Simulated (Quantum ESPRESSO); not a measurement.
## Run report: Pt, band-structure run (part 1 of 3)

System: Pt (Fm-3m, 1 atom in the cell).
Method: Kohn-Sham DFT of a periodic cell, PBEsol, spin-orbit coupling, PseudoDojo 0.4 FR PBEsol standard, no spin polarisation (Quantum ESPRESSO 7.5).

The structure derives from an entry of the Crystallography Open Database.

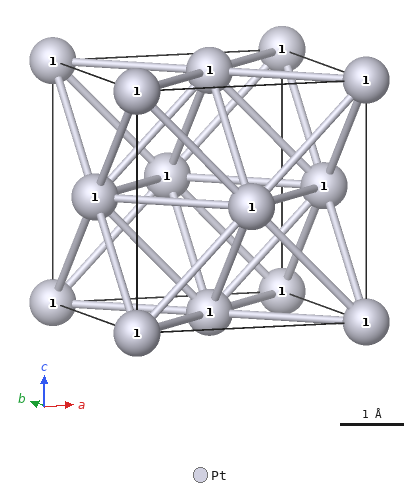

Fig. 1: The structure (ball-and-stick view of the cell 4 times as large as that of the calculation, set on its symmetry axes, seen slightly off an axis; atoms are numbered from 1 in the order of the input). Near neighbours in the crystal (not all of them lie inside the picture): Pt has 12 Pt at 2.77 Å.

**The input**
```
&CONTROL
  calculation = 'scf'
  prefix = 'pwscf'
  outdir = './tmp'
  pseudo_dir = './pseudo'
  tprnfor = .true.
  tstress = .true.
  disk_io = 'low'
/
&SYSTEM
  ibrav = 0
  nat = 1
  ntyp = 1
  ecutwfc = 84
  nbnd = 30
  occupations = 'smearing'
  smearing = 'fd'
  degauss = 0.00367493
  noncolin = .true.
  lspinorb = .true.
/
&ELECTRONS
  conv_thr = 2d-10
  electron_maxstep = 120
  mixing_beta = 0.5
/
ATOMIC_SPECIES
Pt   195.0840 Pt.upf
CELL_PARAMETERS angstrom
   0.0000000000    1.9609000000    1.9609000000
   1.9609000000    0.0000000000    1.9609000000
   1.9609000000    1.9609000000    0.0000000000
ATOMIC_POSITIONS crystal
Pt     0.0000000000    0.0000000000    0.0000000000
K_POINTS automatic
12 12 12 0 0 0
```

**File bands.in**
```
&CONTROL
  calculation = 'bands'
  prefix = 'pwscf'
  outdir = './tmp'
  pseudo_dir = './pseudo'
  disk_io = 'low'
  verbosity = 'high'
/
&SYSTEM
  ibrav = 0
  nat = 1
  ntyp = 1
  ecutwfc = 84
  nbnd = 30
  occupations = 'smearing'
  smearing = 'fd'
  degauss = 0.00367493
  noncolin = .true.
  lspinorb = .true.
/
&ELECTRONS
  conv_thr = 1d-08
  electron_maxstep = 120
  mixing_beta = 0.5
  diago_full_acc = .true.
  startingwfc = 'random'
/
ATOMIC_SPECIES
Pt   195.0840 Pt.upf
CELL_PARAMETERS angstrom
   0.0000000000    1.9609000000    1.9609000000
   1.9609000000    0.0000000000    1.9609000000
   1.9609000000    1.9609000000    0.0000000000
ATOMIC_POSITIONS crystal
Pt     0.0000000000    0.0000000000    0.0000000000
K_POINTS crystal
60
 0.0000000000  0.0000000000  0.0000000000 1
 0.0625000000  0.0000000000  0.0625000000 1
 0.1250000000  0.0000000000  0.1250000000 1
 0.1875000000  0.0000000000  0.1875000000 1
 0.2500000000  0.0000000000  0.2500000000 1
 0.3125000000  0.0000000000  0.3125000000 1
 0.3750000000  0.0000000000  0.3750000000 1
 0.4375000000  0.0000000000  0.4375000000 1
 0.5000000000  0.0000000000  0.5000000000 1
 0.5000000000  0.0625000000  0.5625000000 1
 0.5000000000  0.1250000000  0.6250000000 1
 0.5000000000  0.1875000000  0.6875000000 1
 0.5000000000  0.2500000000  0.7500000000 1
 0.4375000000  0.3125000000  0.7500000000 1
 0.3750000000  0.3750000000  0.7500000000 1
 0.3375000000  0.3375000000  0.6750000000 1
 0.3000000000  0.3000000000  0.6000000000 1
 0.2625000000  0.2625000000  0.5250000000 1
 0.2250000000  0.2250000000  0.4500000000 1
 0.1875000000  0.1875000000  0.3750000000 1
 0.1500000000  0.1500000000  0.3000000000 1
 0.1125000000  0.1125000000  0.2250000000 1
 0.0750000000  0.0750000000  0.1500000000 1
 0.0375000000  0.0375000000  0.0750000000 1
 0.0000000000  0.0000000000  0.0000000000 1
 0.0625000000  0.0625000000  0.0625000000 1
 0.1250000000  0.1250000000  0.1250000000 1
 0.1875000000  0.1875000000  0.1875000000 1
 0.2500000000  0.2500000000  0.2500000000 1
 0.3125000000  0.3125000000  0.3125000000 1
 0.3750000000  0.3750000000  0.3750000000 1
 0.4375000000  0.4375000000  0.4375000000 1
 0.5000000000  0.5000000000  0.5000000000 1
 0.5250000000  0.4500000000  0.5250000000 1
 0.5500000000  0.4000000000  0.5500000000 1
 0.5750000000  0.3500000000  0.5750000000 1
 0.6000000000  0.3000000000  0.6000000000 1
 0.6250000000  0.2500000000  0.6250000000 1
 0.5833333333  0.2500000000  0.6666666667 1
 0.5416666667  0.2500000000  0.7083333333 1
 0.5000000000  0.2500000000  0.7500000000 1
 0.5000000000  0.2857142857  0.7142857143 1
 0.5000000000  0.3214285714  0.6785714286 1
 0.5000000000  0.3571428571  0.6428571429 1
 0.5000000000  0.3928571429  0.6071428571 1
 0.5000000000  0.4285714286  0.5714285714 1
 0.5000000000  0.4642857143  0.5357142857 1
 0.5000000000  0.5000000000  0.5000000000 1
 0.4821428571  0.4821428571  0.5357142857 1
 0.4642857143  0.4642857143  0.5714285714 1
 0.4464285714  0.4464285714  0.6071428571 1
 0.4285714286  0.4285714286  0.6428571429 1
 0.4107142857  0.4107142857  0.6785714286 1
 0.3928571429  0.3928571429  0.7142857143 1
 0.3750000000  0.3750000000  0.7500000000 1
 0.6250000000  0.2500000000  0.6250000000 1
 0.5937500000  0.1875000000  0.5937500000 1
 0.5625000000  0.1250000000  0.5625000000 1
 0.5312500000  0.0625000000  0.5312500000 1
 0.5000000000  0.0000000000  0.5000000000 1
```

Hardware: 2 threads of Intel Xeon (Sapphire Rapids), 32 GiB of memory available, shared host.

Command:
```bash
OMP_NUM_THREADS=1 mpirun -n 2 pw.x -nk 2 -in pw.in > pw.out
OMP_NUM_THREADS=1 mpirun -n 2 pw.x -nk 2 -in bands.in > bands.out
```

**What the program printed**
```
This program is part of the open-source Quantum ESPRESSO suite
     for quantum simulation of materials; please cite
         "P. Giannozzi et al., J. Phys.:Condens. Matter 21 395502 (2009);
         "P. Giannozzi et al., J. Phys.:Condens. Matter 29 465901 (2017);
         "P. Giannozzi et al., J. Chem. Phys. 152 154105 (2020);
          URL
     in publications or presentations arising from this work. More details at

     Message from routine setup:
     using ibrav=0 with symmetry is DISCOURAGED, use correct ibrav instead

     K-points division:     npool     =       2
     Subspace diagonalization in iterative solution of the eigenvalue problem:
     a serial algorithm will be used

     G-vector sticks info
     --------------------
     sticks:   dense  smooth     PW     G-vecs:    dense   smooth      PW
     Sum         649     649    199                10657    10657    1837

     Using Slab Decomposition

     bravais-lattice index     =            0
     lattice parameter (alat)  =       5.2405  a.u.
     unit-cell volume          =     101.7637 (a.u.)^3
     number of atoms/cell      =            1
     number of atomic types    =            1
     number of electrons       =        18.00
     number of Kohn-Sham states=           30
     kinetic-energy cutoff     =      84.0000  Ry
     charge density cutoff     =     336.0000  Ry
     scf convergence threshold =      2.0E-10
     mixing beta               =       0.5000
     number of iterations used =            8  plain     mixing
     Exchange-correlation= PBESOL
                           (   1   4  10   8   0   0   0)
     Non magnetic calculation with spin-orbit

     celldm(1)=   5.240459  celldm(2)=   0.000000  celldm(3)=   0.000000
     celldm(4)=   0.000000  celldm(5)=   0.000000  celldm(6)=   0.000000

     crystal axes: (cart. coord. in units of alat)
               a(1) = (   0.000000   0.707107   0.707107 )
               a(2) = (   0.707107   0.000000   0.707107 )
               a(3) = (   0.707107   0.707107   0.000000 )

     reciprocal axes: (cart. coord. in units 2 pi/alat)
               b(1) = ( -0.707107  0.707107  0.707107 )
               b(2) = (  0.707107 -0.707107  0.707107 )
               b(3) = (  0.707107  0.707107 -0.707107 )

     PseudoPot. # 1 for Pt read from file:
     Pt.upf
     Pseudo is Norm-conserving + core correction, Zval = 18.0
     Generated using ONCVPSP code by D. R. Hamann
     Using radial grid of 1358 points, 14 beta functions with:
                l(1) =   0
                l(2) =   0
                l(3) =   1
                l(4) =   1
                l(5) =   1
                l(6) =   1
                l(7) =   2
                l(8) =   2
                l(9) =   2
               l(10) =   2
               l(11) =   3
               l(12) =   3
               l(13) =   3
               l(14) =   3

     atomic species   valence    mass     pseudopotential
     Pt               18.00   195.08400     Pt( 1.00)

     48 Sym. Ops., with inversion, found

   Cartesian axes

     site n.     atom                  positions (alat units)
         1        Pt     tau(   1) = (   0.0000000   0.0000000   0.0000000  )

     number of k points=    72  Fermi-Dirac smearing, width (Ry)=  0.0037
                       cart. coord. in units 2pi/alat
        k(    1) = (   0.0000000   0.0000000   0.0000000), wk =   0.0005787
        k(    2) = (   0.0589256   0.0589256  -0.0589256), wk =   0.0046296
        k(    3) = (   0.1178511   0.1178511  -0.1178511), wk =   0.0046296
        k(    4) = (   0.1767767   0.1767767  -0.1767767), wk =   0.0046296
        k(    5) = (   0.2357023   0.2357023  -0.2357023), wk =   0.0046296
        k(    6) = (   0.2946278   0.2946278  -0.2946278), wk =   0.0046296
        k(    7) = (  -0.3535534  -0.3535534   0.3535534), wk =   0.0023148
        k(    8) = (   0.1178511   0.0000000  -0.0000000), wk =   0.0034722
        k(    9) = (   0.1767767   0.0589256  -0.0589256), wk =   0.0138889
        k(   10) = (   0.2357023   0.1178511  -0.1178511), wk =   0.0138889
        k(   11) = (   0.2946278   0.1767767  -0.1767767), wk =   0.0138889
        k(   12) = (   0.3535534   0.2357023  -0.2357023), wk =   0.0138889
        k(   13) = (  -0.2946278  -0.4124790   0.4124790), wk =   0.0138889
        k(   14) = (  -0.2357023  -0.3535534   0.3535534), wk =   0.0138889
        k(   15) = (  -0.1767767  -0.2946278   0.2946278), wk =   0.0138889
        k(   16) = (  -0.1178511  -0.2357023   0.2357023), wk =   0.0138889
        k(   17) = (  -0.0589256  -0.1767767   0.1767767), wk =   0.0138889
        k(   18) = (  -0.0000000  -0.1178511   0.1178511), wk =   0.0069444
        k(   19) = (   0.2357023   0.0000000  -0.0000000), wk =   0.0034722
        k(   20) = (   0.2946278   0.0589256  -0.0589256), wk =   0.0138889
        k(   21) = (   0.3535534   0.1178511  -0.1178511), wk =   0.0138889
        k(   22) = (   0.4124790   0.1767767  -0.1767767), wk =   0.0138889
        k(   23) = (  -0.2357023  -0.4714045   0.4714045), wk =   0.0138889
        k(   24) = (  -0.1767767  -0.4124790   0.4124790), wk =   0.0138889
        k(   25) = (  -0.1178511  -0.3535534   0.3535534), wk =   0.0138889
        k(   26) = (  -0.0589256  -0.2946278   0.2946278), wk =   0.0138889
        k(   27) = (   0.0000000  -0.2357023   0.2357023), wk =   0.0069444
        k(   28) = (   0.3535534   0.0000000   0.0000000), wk =   0.0034722
        k(   29) = (   0.4124790   0.0589256  -0.0589256), wk =   0.0138889
        k(   30) = (   0.4714045   0.1178511  -0.1178511), wk =   0.0138889
        k(   31) = (  -0.1767767  -0.5303301   0.5303301), wk =   0.0138889
        k(   32) = (  -0.1178511  -0.4714045   0.4714045), wk =   0.0138889
        k(   33) = (  -0.0589256  -0.4124790   0.4124790), wk =   0.0138889
        k(   34) = (   0.0000000  -0.3535534   0.3535534), wk =   0.0069444
        k(   35) = (   0.4714045   0.0000000  -0.0000000), wk =   0.0034722
        k(   36) = (   0.5303301   0.0589256  -0.0589256), wk =   0.0138889
        k(   37) = (  -0.1178511  -0.5892557   0.5892557), wk =   0.0138889
        k(   38) = (  -0.0589256  -0.5303301   0.5303301), wk =   0.0138889
        k(   39) = (  -0.0000000  -0.4714045   0.4714045), wk =   0.0069444
        k(   40) = (   0.5892557   0.0000000  -0.0000000), wk =   0.0034722
        k(   41) = (  -0.0589256  -0.6481812   0.6481812), wk =   0.0138889
        k(   42) = (   0.0000000  -0.5892557   0.5892557), wk =   0.0069444
        k(   43) = (  -0.7071068   0.0000000   0.0000000), wk =   0.0017361
        k(   44) = (   0.2357023   0.1178511   0.0000000), wk =   0.0138889
        k(   45) = (   0.2946278   0.1767767  -0.0589256), wk =   0.0277778
        k(   46) = (   0.3535534   0.2357023  -0.1178511), wk =   0.0277778
        k(   47) = (  -0.2946278  -0.4124790   0.5303301), wk =   0.0277778
        k(   48) = (  -0.2357023  -0.3535534   0.4714045), wk =   0.0138889
        k(   49) = (   0.3535534   0.1178511   0.0000000), wk =   0.0138889
        k(   50) = (   0.4124790   0.1767767  -0.0589256), wk =   0.0277778
        k(   51) = (  -0.2357023  -0.4714045   0.5892557), wk =   0.0277778
        k(   52) = (  -0.1767767  -0.4124790   0.5303301), wk =   0.0277778
        k(   53) = (  -0.1178511  -0.3535534   0.4714045), wk =   0.0277778
        k(   54) = (  -0.0589256  -0.2946278   0.4124790), wk =   0.0277778
        k(   55) = (   0.0000000  -0.2357023   0.3535534), wk =   0.0138889
        k(   56) = (   0.4714045   0.1178511  -0.0000000), wk =   0.0138889
        k(   57) = (  -0.1767767  -0.5303301   0.6481812), wk =   0.0277778
        k(   58) = (  -0.1178511  -0.4714045   0.5892557), wk =   0.0277778
        k(   59) = (  -0.0589256  -0.4124790   0.5303301), wk =   0.0277778
        k(   60) = (   0.0000000  -0.3535534   0.4714045), wk =   0.0138889
        k(   61) = (  -0.1178511  -0.5892557   0.7071068), wk =   0.0138889
        k(   62) = (  -0.0589256  -0.5303301   0.6481812), wk =   0.0277778
        k(   63) = (  -0.0000000  -0.4714045   0.5892557), wk =   0.0138889
        k(   64) = (  -0.7071068   0.1178511  -0.0000000), wk =   0.0069444
        k(   65) = (  -0.2357023  -0.4714045   0.7071068), wk =   0.0138889
        k(   66) = (  -0.1767767  -0.4124790   0.6481812), wk =   0.0277778
        k(   67) = (  -0.1178511  -0.3535534   0.5892557), wk =   0.0138889
        k(   68) = (  -0.1178511  -0.4714045   0.7071068), wk =   0.0138889
        k(   69) = (  -0.0589256  -0.4124790   0.6481812), wk =   0.0277778
        k(   70) = (   0.0000000  -0.3535534   0.5892557), wk =   0.0138889
        k(   71) = (  -0.7071068   0.2357023   0.0000000), wk =   0.0069444
        k(   72) = (  -0.7071068   0.3535534   0.0000000), wk =   0.0034722

     Dense  grid:    10657 G-vectors     FFT dimensions: (  32,  32,  32)

     Initial potential from superposition of free atoms

     starting charge      17.9999, renormalised to      18.0000
     Starting wfcs are   20 randomized atomic wfcs +   10 random wfcs

     Self-consistent Calculation

     iteration #  1     ecut=    84.00 Ry     beta= 0.50
     Davidson diagonalization with overlap
     ethr =  1.00E-02,  avg # of iterations =  4.6

     Threshold (ethr) on eigenvalues was too large:
     Diagonalizing with lowered threshold

     Davidson diagonalization with overlap
     ethr =  4.84E-04,  avg # of iterations =  1.4

     total energy              =    -261.54161900 Ry
     estimated scf accuracy    <       0.08651449 Ry

     iteration #  2     ecut=    84.00 Ry     beta= 0.50
     Davidson diagonalization with overlap
     ethr =  4.81E-04,  avg # of iterations =  2.1

     total energy              =    -261.56052287 Ry
     estimated scf accuracy    <       0.00282513 Ry

     iteration #  3     ecut=    84.00 Ry     beta= 0.50
     Davidson diagonalization with overlap
     ethr =  1.57E-05,  avg # of iterations =  3.8

     total energy              =    -261.56077289 Ry
     estimated scf accuracy    <       0.00042314 Ry

     iteration #  4     ecut=    84.00 Ry     beta= 0.50
     Davidson diagonalization with overlap
     ethr =  2.35E-06,  avg # of iterations =  3.1

     total energy              =    -261.56080501 Ry
     estimated scf accuracy    <       0.00000432 Ry

     iteration #  5     ecut=    84.00 Ry     beta= 0.50
     Davidson diagonalization with overlap
     ethr =  2.40E-08,  avg # of iterations =  2.0

     total energy              =    -261.56080624 Ry
     estimated scf accuracy    <       0.00000080 Ry

     iteration #  6     ecut=    84.00 Ry     beta= 0.50
     Davidson diagonalization with overlap
     ethr =  4.44E-09,  avg # of iterations =  1.0

     total energy              =    -261.56080630 Ry
     estimated scf accuracy    <          3.2E-09 Ry
```
